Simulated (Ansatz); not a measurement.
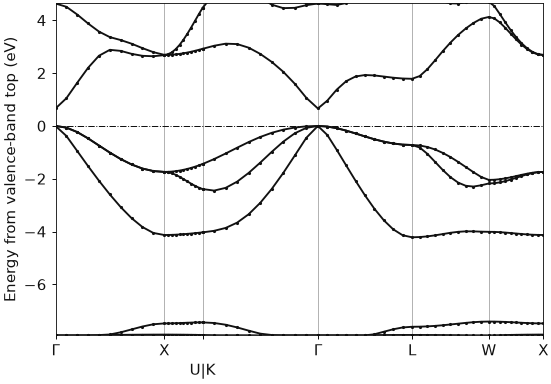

Band structure. Energies are counted from the top of the valence band.

Question: What lattice type does the k path imply?

Answer: A face-centred cubic lattice: the path Γ–X–U|K–Γ–L–W–X runs through the special points of its Brillouin zone.

Calculation on zincblende CdTe, space group F-43m (No. 216), 2 atoms in the primitive cell, relaxed with r2SCAN; cubic a = 6.560 Å.

Ansatz; PBE, Ansatz PAW set, no spin polarisation, no spin-orbit coupling, 6×6×6 k mesh, 420 eV cutoff.

Question: Read off the fundamental gap and say whether it is direct.

Answer: A semiconductor. The gap along this path is 0.66 eV and direct: both edges lie at Γ.

Question: How many bands meet at the valence-band top?

Answer: Three bands meet at the valence-band top at Γ: it is triply degenerate (spin aside).

Question: How much do the top valence band and the lowest conduction band disperse along the path?

Answer: The top valence band spans 2.0 eV and the lowest conduction band 3.5 eV.

Spin-orbit coupling is left out, which matters for Te. LDA, GGA and most meta-GGA functionals understate gaps.
